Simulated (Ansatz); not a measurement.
Geometry relaxation, with input and output: TiN

System: TiN (Fm-3m, 2 atoms in the cell).
Method: DFT PBE, scalar-relativistic, plane waves, PAW, no spin polarisation (Ansatz 0.2.0).

The structure derives from an entry of the Crystallography Open Database.

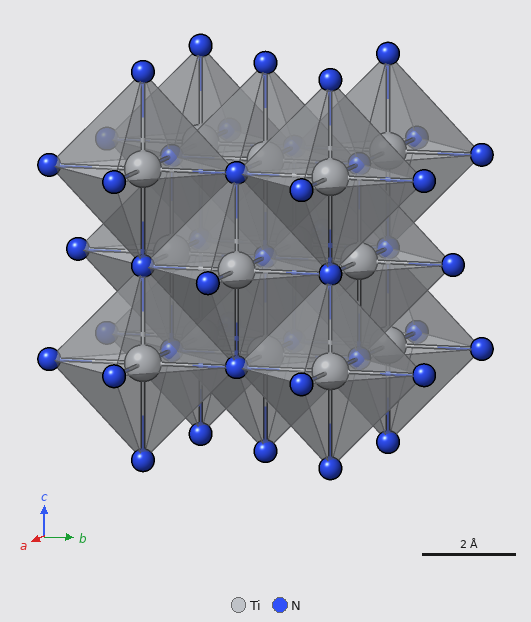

*The starting structure (polyhedral view of the cell 4 times as large as that of the calculation, set on its symmetry axes, seen slightly off an axis; polyhedra are completed across the faces of the cell).*

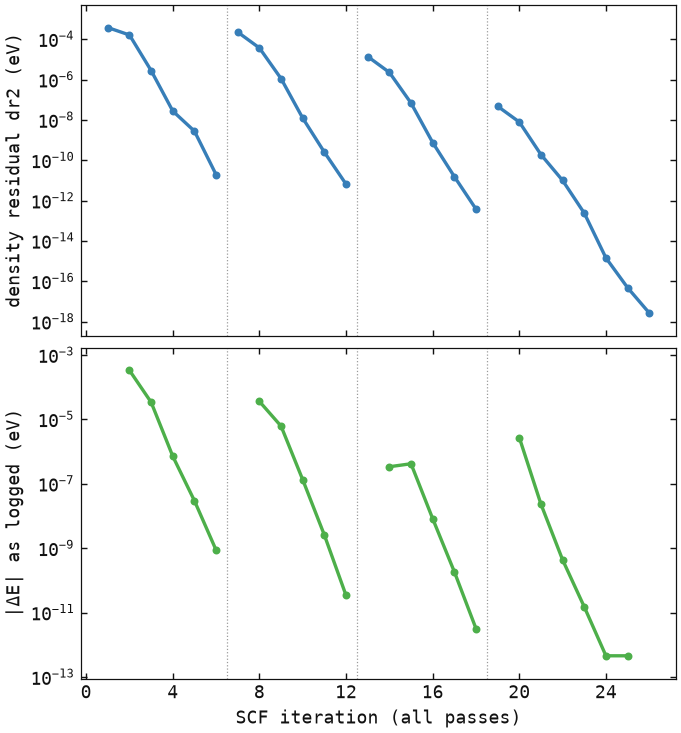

*Convergence of the self-consistent field: density residual dr2 and size of the energy change against the SCF iteration. The dotted lines part the SCF passes of the relaxation: geometry steps, rejected trials and re-solves on a re-selected basis.*

The passes take 6, 6, 6 and 8 iterations.

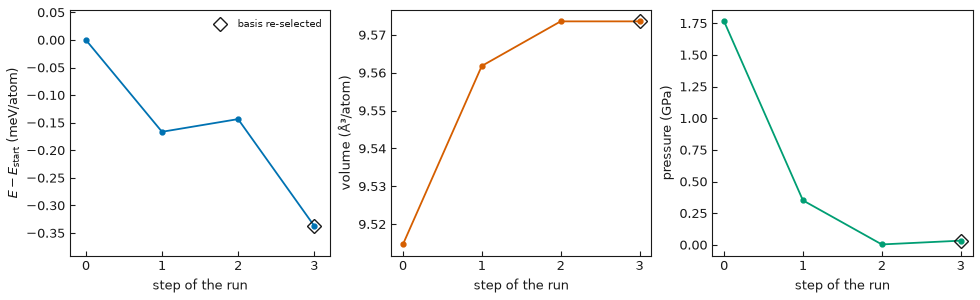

*Progress of the relaxation, step by step (the first geometry is step 0 here and step 1 in the log).*

Over 2 geometry steps the energy falls by 0.1 meV per atom. All forces vanish by symmetry, so only the cell relaxes. Pressure: 1.76 GPa at the start and 0.03 GPa at the end. No atom moves by more than 0.005 Å relative to the cell. Cell: a = b = c 4.238 → 4.247 Å (+0.2 %). Volume +0.6 %. Among the contacts that change: Ti1–N2 2.119 → 2.123 Å. The space group stays Fm-3m (No. 225). A last SCF at the same geometry on a re-selected plane-wave basis shifts the energy by −0.2 meV per atom. (Atoms are counted from 1 in the order of the input.)

The input that produced these results follows, with the program's output.

The input
```yaml
crystal:
  lattice:
    - [0.0, 2.119, 2.119]
    - [2.119, 0.0, 2.119]
    - [2.119, 2.119, 0.0]
  atoms:
    - { symbol: Ti, position: [0.0, 0.0, 0.0] }
    - { symbol: "N", position: [0.5, 0.5, 0.5] }
basis:
  ecutwfc: 420
kpoints:
  mp_grid: { grid: [18, 18, 18] }
hamiltonian:
  xc: pbe
scf:
  occupations: { method: gaussian, width: 0.1 }
output:
  forces: true
  stress: true
  eigenvalues: true
relax:
  adjacent_minimum: "off"
  f_tol: 0.005
  max_steps: 80
  cell: { stress_tol: 0.05 }
```

Launch command:
```bash
ansatz run input.yaml --threads 1 --pin off --max-ram 2560MiB --backend cpu --events-out ev --progress --plain --runs-dir out
```

Log
```
Engine: ansatz 0.2.0, x86_64-unknown-linux-gnu
Pseudopotentials: kind: paw
Pseudopotential: Ti, paw, valence charge 12, recommended cutoff 420 eV (normal), Ti.paw.azcp
Pseudopotential: N, paw, valence charge 5, recommended cutoff 420 eV (normal), N.paw.azcp
Functional definition: PBE
  parameter kappa = 0.804
  parameter beta = 0.06672455060314922
  exchange = pbe_x(kappa = kappa, mu = beta*pi^2/3)
  correlation = pbe_c(beta = beta)
Crystal: 2 atoms, lattice volume = 19.029 Å³
Basis set: ecut = 420 eV, 339 PW (Γ), exchange–correlation on 48×48×48 points (8 copies of the dense FFT grid, shifted against one another)
Bands: 13, of which v1, the nominal top of the filled ones, is band 9 counted from 1 (8 counted from 0)
Symmetry: 48 space group operations
Space group: Fm-3m (ITA 225), of the structure as read, at distance tolerance 2.7e-5 Å
k-points: 195 of 5832
Non-local potential: Ti, projectors of the file, l = 0: 3, l = 1: 2, l = 2: 3, l = 3: 1
Non-local potential: N, projectors of the file, l = 0: 2, l = 1: 2, l = 2: 1
PAW form: soft (Blöchl's): semilocal exchange-correlation on the pseudo side does not see the compensation charge
PAW one-centre angular grid: Ti, 590 points (default); XC on 64 Gauss nodes
PAW one-centre angular grid: N, 110 points (default); XC on 64 Gauss nodes
Initial density: superposition of atomic densities (neutral atoms: chi_scale 0, normalization atom), corrected by the library's trained network
Initial wavefunctions: pseudopotential atomic-orbital guess
Functional: x = pbe(κ = 0.804, μ = 0.2195149727645171), c = pbe(β = 0.06672455060314922)
SCF iter   1: F=—  HF=-2887.109206 eV  |F-HF|=—  |Δ(HF+E_count)|=         —  Δρ=1.76e-3  dr2=3.77e-4  ethr=1.77e-3  ⟨swp⟩=4.4  Hψ=12322  notcnv=0
preconditioner: auto → none  [metal: Δε(μ)=0.038 eV  Ē_g=9.624 eV  σ=0.100 eV  W_gap=0.21  n_scr=8 (ndim 8)  ℏωp=25.5 eV  f_vac=0.000  D(μ)=0.85/eV (n_scr^D=8)  sad-step TF]
SCF iter   2: F=—  HF=-2887.108874 eV  |F-HF|=—  |Δ(HF+E_count)|=   3.32e-4  Δρ=1.06e-3  dr2=1.62e-4  ethr=2.22e-6  ⟨swp⟩=1.3  Hψ=4222  notcnv=0
SCF iter   3: F=—  HF=-2887.108908 eV  |F-HF|=—  |Δ(HF+E_count)|=   3.40e-5  Δρ=1.13e-4  dr2=2.78e-6  ethr=9.51e-7  ⟨swp⟩=2.8  Hψ=3806  notcnv=0
SCF iter   4: F=—  HF=-2887.108907 eV  |F-HF|=—  |Δ(HF+E_count)|=   7.14e-7  Δρ=1.97e-5  dr2=2.74e-8  ethr=1.63e-8  ⟨swp⟩=2.8  Hψ=4056  notcnv=0
iter 5 did not close the SCF: its close was put off for the readings that it lacked (scf_convergence_deferred on its scf_iter line)
SCF iter   5: F=-2887.108907 eV  HF=-2887.108907 eV  |F-HF|=2.05e-9  |Δ(HF+E_count)|=   2.96e-8  Δρ=4.76e-6  dr2=2.76e-9  ethr=1.61e-10  ⟨swp⟩=2.0  Hψ=4145  notcnv=0
SCF iter   6: F=-2887.108907 eV  HF=-2887.108907 eV  |F-HF|=1.64e-11  |Δ(HF+E_count)|=  8.68e-10  Δρ=6.40e-7  dr2=1.92e-11  ethr=1.62e-11  ⟨swp⟩=2.7  Hψ=8182  notcnv=0
SCF 1 converged in 6 iterations: F = -2887.108907 eV  dr2 = 1.92e-11
  greatest PAW one-centre occupation: 0.999 electrons in one spin orbital (limit 2), on the Ti atom at site 0 (counted from 0), in its partial waves of l = 0
relax step   1: F+E_penalty+E_count = -2887.10890690 eV  Δ(F+E_penalty+E_count) = +0.000e0 eV  max|allowed force component| = 5.489e-30 eV/Å  Δτ_max = 0.0000 Å  P = +1.765 GPa  Ω = 19.029 Å³  (6 SCF iters, dr2 threshold 1.00e-7 eV, accepted)
Crystal: 2 atoms, lattice volume = 19.124 Å³
Initial density: handed on by an earlier stage of this run
Initial wavefunctions: those handed on with the density
iter 1 solved again at ethr=1.29e-6 eV; its pass at ethr=3.10e-3 eV (dr2=2.20e-4 eV) is discarded
SCF iter   1: F=—  HF=-2887.109282 eV  |F-HF|=—  |Δ(HF+E_count)|=         —  Δρ=1.02e-3  dr2=2.24e-4  ethr=1.29e-6  ⟨swp⟩=1.0  Hψ=12634  notcnv=0
preconditioner: auto → none  [metal: Δε(μ)=0.037 eV  Ē_g=9.591 eV  σ=0.100 eV  W_gap=0.20  n_scr=8 (ndim 8)  ℏωp=25.5 eV  f_vac=0.000  D(μ)=0.85/eV (n_scr^D=8)]
SCF iter   2: F=—  HF=-2887.109246 eV  |F-HF|=—  |Δ(HF+E_count)|=   3.60e-5  Δρ=3.88e-4  dr2=3.68e-5  ethr=1.29e-6  ⟨swp⟩=1.4  Hψ=2844  notcnv=0
SCF iter   3: F=—  HF=-2887.109240 eV  |F-HF|=—  |Δ(HF+E_count)|=   6.16e-6  Δρ=6.69e-5  dr2=1.11e-6  ethr=2.16e-7  ⟨swp⟩=1.5  Hψ=2665  notcnv=0
iter 4 did not close the SCF: its close was put off for the readings that it lacked (scf_convergence_deferred on its scf_iter line)
SCF iter   4: F=-2887.109240 eV  HF=-2887.109240 eV  |F-HF|=1.01e-9  |Δ(HF+E_count)|=   1.33e-7  Δρ=1.31e-5  dr2=1.22e-8  ethr=6.50e-9  ⟨swp⟩=2.3  Hψ=3169  notcnv=0
iter 5 did not close the SCF: its close was put off for the readings that it lacked (scf_convergence_deferred on its scf_iter line)
SCF iter   5: F=-2887.109240 eV  HF=-2887.109240 eV  |F-HF|=1.98e-10  |Δ(HF+E_count)|=   2.54e-9  Δρ=1.24e-6  dr2=2.49e-10  ethr=7.17e-11  ⟨swp⟩=2.5  Hψ=4106  notcnv=0
SCF iter   6: F=-2887.109240 eV  HF=-2887.109240 eV  |F-HF|=4.09e-12  |Δ(HF+E_count)|=  3.41e-11  Δρ=2.09e-7  dr2=6.50e-12  ethr=1.47e-12  ⟨swp⟩=1.0  Hψ=6666  notcnv=0
SCF 2 converged in 6 iterations: F = -2887.109240 eV  dr2 = 6.50e-12
relax step   2: F+E_penalty+E_count = -2887.10924012 eV  Δ(F+E_penalty+E_count) = -3.332e-4 eV  max|allowed force component| = 2.268e-30 eV/Å  Δτ_max = 0.0000 Å  P = +0.351 GPa  Ω = 19.124 Å³  energy of the carried Pulay correction = -2.876e-4 eV  (6 SCF iters, dr2 threshold 2.00e-7 eV, accepted)
Crystal: 2 atoms, lattice volume = 19.147 Å³
iter 1 solved again at ethr=7.97e-8 eV; its pass at ethr=3.10e-3 eV (dr2=1.36e-5 eV) is discarded
SCF iter   1: F=—  HF=-2887.109195 eV  |F-HF|=—  |Δ(HF+E_count)|=         —  Δρ=2.52e-4  dr2=1.38e-5  ethr=7.97e-8  ⟨swp⟩=1.0  Hψ=12316  notcnv=0
preconditioner: auto → none  [metal: Δε(μ)=0.035 eV  Ē_g=9.587 eV  σ=0.100 eV  W_gap=0.19  n_scr=8 (ndim 8)  ℏωp=25.5 eV  f_vac=0.000  D(μ)=0.86/eV (n_scr^D=8)]
SCF iter   2: F=—  HF=-2887.109195 eV  |F-HF|=—  |Δ(HF+E_count)|=   3.38e-7  Δρ=9.60e-5  dr2=2.26e-6  ethr=7.97e-8  ⟨swp⟩=1.4  Hψ=2848  notcnv=0
iter 3 did not close the SCF: its close was put off for the readings that it lacked (scf_convergence_deferred on its scf_iter line)
SCF iter   3: F=-2887.109194 eV  HF=-2887.109195 eV  |F-HF|=5.41e-8  |Δ(HF+E_count)|=   4.18e-7  Δρ=1.66e-5  dr2=6.82e-8  ethr=1.33e-8  ⟨swp⟩=1.5  Hψ=2662  notcnv=0
iter 4 did not close the SCF: its close was put off for the readings that it lacked (scf_convergence_deferred on its scf_iter line)
SCF iter   4: F=-2887.109194 eV  HF=-2887.109194 eV  |F-HF|=6.50e-11  |Δ(HF+E_count)|=   8.24e-9  Δρ=3.25e-6  dr2=7.52e-10  ethr=4.01e-10  ⟨swp⟩=2.3  Hψ=3168  notcnv=0
iter 5 did not close the SCF: its close was put off for the readings that it lacked (scf_convergence_deferred on its scf_iter line)
SCF iter   5: F=-2887.109194 eV  HF=-2887.109194 eV  |F-HF|=1.18e-11  |Δ(HF+E_count)|=  1.85e-10  Δρ=3.06e-7  dr2=1.54e-11  ethr=4.42e-12  ⟨swp⟩=2.5  Hψ=4093  notcnv=0
SCF iter   6: F=-2887.109194 eV  HF=-2887.109194 eV  |F-HF|=4.55e-13  |Δ(HF+E_count)|=  3.18e-12  Δρ=5.05e-8  dr2=3.77e-13  ethr=1.00e-12  ⟨swp⟩=1.0  Hψ=5850  notcnv=0
SCF 3 converged in 6 iterations: F = -2887.109194 eV  dr2 = 3.77e-13
relax step   3: F+E_penalty+E_count = -2887.10919450 eV  Δ(F+E_penalty+E_count) = +4.562e-5 eV  max|allowed force component| = 3.731e-30 eV/Å  Δτ_max = 0.0000 Å  P = +0.003 GPa  Ω = 19.147 Å³  energy of the carried Pulay correction = -3.593e-4 eV  (6 SCF iters, dr2 threshold 2.00e-7 eV, accepted)
Initial wavefunctions: pseudopotential atomic-orbital guess (no wavefunctions were taken with the density)
iter 1 solved again at ethr=2.15e-9 eV; its pass at ethr=3.10e-3 eV (dr2=3.66e-7 eV) is discarded
SCF iter   1: F=—  HF=-2887.109578 eV  |F-HF|=—  |Δ(HF+E_count)|=         —  Δρ=3.79e-5  dr2=4.72e-8  ethr=2.15e-9  ⟨swp⟩=3.0  Hψ=19142  notcnv=0
preconditioner: auto → none  [metal: Δε(μ)=0.034 eV  Ē_g=9.588 eV  σ=0.100 eV  W_gap=0.19  n_scr=8 (ndim 8)  ℏωp=25.5 eV  f_vac=0.000  D(μ)=0.86/eV (n_scr^D=8)]
SCF iter   2: F=—  HF=-2887.109581 eV  |F-HF|=—  |Δ(HF+E_count)|=   2.71e-6  Δρ=1.79e-5  dr2=7.84e-9  ethr=2.77e-10  ⟨swp⟩=2.0  Hψ=3315  notcnv=0
SCF iter   3: F=—  HF=-2887.109581 eV  |F-HF|=—  |Δ(HF+E_count)|=   2.32e-8  Δρ=2.35e-6  dr2=1.89e-10  ethr=4.61e-11  ⟨swp⟩=2.0  Hψ=3477  notcnv=0
iter 4 did not close the SCF: its close was put off for the readings that it lacked (scf_convergence_deferred on its scf_iter line)
SCF iter   4: F=-2887.109581 eV  HF=-2887.109581 eV  |F-HF|=1.27e-11  |Δ(HF+E_count)|=  4.32e-10  Δρ=4.59e-7  dr2=9.90e-12  ethr=1.11e-12  ⟨swp⟩=2.7  Hψ=4187  notcnv=0
iter 5 did not close the SCF: its close was put off for the readings that it lacked (scf_convergence_deferred on its scf_iter line)
SCF iter   5: F=-2887.109581 eV  HF=-2887.109581 eV  |F-HF|=0.00e0  |Δ(HF+E_count)|=  1.50e-11  Δρ=4.40e-8  dr2=2.37e-13  ethr=1.00e-12  ⟨swp⟩=1.0  Hψ=2535  notcnv=0
iter 6 did not close the SCF: its close was put off for the readings that it lacked (scf_convergence_deferred on its scf_iter line)
SCF iter   6: F=-2887.109581 eV  HF=-2887.109581 eV  |F-HF|=0.00e0  |Δ(HF+E_count)|=  4.55e-13  Δρ=4.55e-9  dr2=1.43e-15  ethr=1.00e-12  ⟨swp⟩=1.0  Hψ=2535  notcnv=0
iter 7 did not close the SCF: its close was put off for the readings that it lacked (scf_convergence_deferred on its scf_iter line)
SCF iter   7: F=-2887.109581 eV  HF=-2887.109581 eV  |F-HF|=0.00e0  |Δ(HF+E_count)|=  4.55e-13  Δρ=7.04e-10  dr2=4.78e-17  ethr=1.00e-12  ⟨swp⟩=1.0  Hψ=2535  notcnv=0
SCF iter   8: F=-2887.109581 eV  HF=-2887.109581 eV  |F-HF|=0.00e0  |Δ(HF+E_count)|=    0.00e0  Δρ=1.36e-10  dr2=2.66e-18  ethr=1.00e-12  ⟨swp⟩=1.3  Hψ=5953  notcnv=0
SCF 4 converged in 8 iterations: F = -2887.109581 eV  dr2 = 2.66e-18
relax step   4: F+E_penalty+E_count = -2887.10958065 eV  Δ(F+E_penalty+E_count) = -3.862e-4 eV  max|allowed force component| = 3.698e-30 eV/Å  Δτ_max = 0.0000 Å  P = +0.033 GPa  Ω = 19.147 Å³  stress off target by 3.30e-2 GPa  SCF on the basis re-selected at this cell (its energy is not comparable with the rows above)  (8 SCF iters)
basis re-selected at this cell: Δ(F+E_penalty+E_count) = -3.862e-4 eV, ΔP = +0.030 GPa vs the last step (what re-selecting the basis moved, of the pressure what is left beyond the Pulay correction that the steps carried, after the strain that the cell walked since its last selection, with what the two solves' SCF thresholds leave and, on support functions, any second-order correction that the steps lacked; it is no measure of the basis error at this ecutwfc). This SCF's stress stands 3.30e-2 GPa from its target on what of the cell is left free (relax.cell.stress_tol is 5.00e-2 GPa) and its largest allowed force component is 3.70e-30 eV/Å (relax.f_tol is 5.00e-3 eV/Å): within both
SCF converged after 8 iterations
Free energy (F): -2887.109581 eV
Harris-Foulkes:  -2887.109581 eV  (|F-HF|=0.00e0)
Internal energy: -2887.105302 eV  (E = F + TS)
E sigma→0 (E₀):  -2887.107441 eV
Entropy (-TS):   -0.004279 eV (-2.139 meV/atom)
Fermi energy:    17.070756 eV
--- Per-component energies (eV) ---
  E_band       = -93.052087
  E_kinetic    = 406.347364
  E_local      = -790.541914  (includes V_loc(G=0)·N_el)
  E_nonlocal   = 51.267394
  E_hartree    = 314.951990
  E_xc         = -159.773954
  E_vxc        = -201.413902  (∫ρ·V_xc dr)
  E_paw        = -1174.003844  (= ΣΔE_a)
  E_vpaw       = -188.615227  (= ΣTr[D̂ρ^β])
  E_aug_tail   = 0.000217  (compensation charges beyond the density's cutoff)
  E_ewald      = -1535.352555
  E_smearing   = -0.004279  (= −TS)
  E_closure    = -0.000000  (closes the sum)
  Σ components = -2887.109581   (vs F -2887.109581, Δ=0.00e0)
--- Forces (eV/Å), atoms counted from 1 ---
  atom   1  Ti    -0.00000000     0.00000000     0.00000000
  atom   2  N      0.00000000    -0.00000000     0.00000000
  max |Σ_I F_I| component: 8.38e-30 eV/Å
--- Stress (GPa, compression-positive) ---
        0.033018      -0.000000      -0.000000
       -0.000000       0.033018      -0.000000
       -0.000000      -0.000000       0.033018
  P = ⅓ Tr σ = 0.0330 GPa (0.330 kbar)
--- Band table (eV; the first three rows and the last of 195) ---
  k-point 0: bands = ["-40.7729", "-16.7629", "-16.7629", "-16.7629", "-0.0297", "15.0217", "15.0217", "15.0217", "16.4588", "16.4588", "16.4588", "17.6512", "17.6512"]
  k-point 1: bands = ["-40.7700", "-16.7832", "-16.7646", "-16.7646", "0.0306", "14.6583", "14.7519", "14.7519", "16.5532", "16.5532", "16.6482", "17.9266", "17.9266"]
  k-point 2: bands = ["-40.7617", "-16.8412", "-16.7694", "-16.7694", "0.2069", "13.8774", "14.1893", "14.1893", "16.7539", "16.7539", "16.9671", "18.5819", "18.5819"]
  k-point 194: bands = ["-40.6458", "-17.1587", "-17.1021", "-16.9861", "1.8263", "11.4927", "11.7277", "11.7627", "17.5820", "18.3445", "19.4495", "20.1486", "20.9175"]
--- Relaxed structure (3 steps of the walk, 3 accepted, 1 SCFs on fresh bases) ---
  F+E_penalty+E_count = -2887.10958065 eV   max|allowed force component| = 3.698e-30 eV/Å   (the final SCF, on the basis selected at the relaxed cell)
  cell:  # Å, volume = 19.1472 Å³
    - [-4.23552800234446e-34, 2.1233653584852603, 2.1233653584852603]
    - [2.1233653584852603, 6.974290470025839e-34, 2.1233653584852603]
    - [2.1233653584852603, 2.1233653584852603, 2.8024546180925743e-34]
  atoms:
    - { symbol: Ti, position: [-7.1006737567274815e-37, 1.420134751346482e-36, 2.3668912522446483e-36] }
    - { symbol: N, position: [0.5, 0.5, 0.5] }
```

Trajectory as extended XYZ (Å, eV, eV/Å), 4 frames, from step=1 to step=4
```
2
Lattice="0.0000 2.1190 2.1190 2.1190 0.0000 2.1190 2.1190 2.1190 0.0000" Properties=species:S:1:pos:R:3:forces:R:3 step=1 energy=-2887.10891 pressure_GPa=1.76
Ti    0.0000    0.0000    0.0000    0.0000   0.0000   0.0000
N     2.1190    2.1190    2.1190    0.0000   0.0000   0.0000
2
Lattice="0.0000 2.1225 2.1225 2.1225 0.0000 2.1225 2.1225 2.1225 0.0000" Properties=species:S:1:pos:R:3:forces:R:3 step=2 energy=-2887.10924 pressure_GPa=0.35
Ti    0.0000    0.0000    0.0000    0.0000   0.0000   0.0000
N     2.1225    2.1225    2.1225    0.0000   0.0000   0.0000
2
Lattice="0.0000 2.1234 2.1234 2.1234 0.0000 2.1234 2.1234 2.1234 0.0000" Properties=species:S:1:pos:R:3:forces:R:3 step=3 energy=-2887.10919 pressure_GPa=0.00
Ti    0.0000    0.0000    0.0000    0.0000   0.0000   0.0000
N     2.1234    2.1234    2.1234    0.0000   0.0000   0.0000
2
Lattice="0.0000 2.1234 2.1234 2.1234 0.0000 2.1234 2.1234 2.1234 0.0000" Properties=species:S:1:pos:R:3:forces:R:3 step=4 energy=-2887.10958 pressure_GPa=0.03
Ti    0.0000    0.0000    0.0000    0.0000   0.0000   0.0000
N     2.1234    2.1234    2.1234    0.0000   0.0000   0.0000
```

Key numbers

```csv
quantity,value
outcome,converged
space group (tolerance 0.01 Å),Fm-3m (225)
electrons treated,17
free energy,−2887.1096 eV
Fermi energy,17.071 eV
gap on the k-point mesh,none (metallic)
pressure,0.03 GPa
final volume,19.15 Å³
largest force (length of the vector) at the end,under 0.001 eV/Å
final cell,"a = 3.003 Å, b = 3.003 Å, c = 3.003 Å, α = 60.00°, β = 60.00°, γ = 60.00°"
hardware,"1 thread of Intel Xeon @ 2.50GHz (Skylake/Cascade Lake), 189 GiB of memory available, shared host"
wall time,46 s (CPU time 28 s; the host was busy)
peak memory,0.38 GiB
```

Remarks

The cell holds an odd number of electrons but the run has no spin polarisation, so it comes out as a metal.
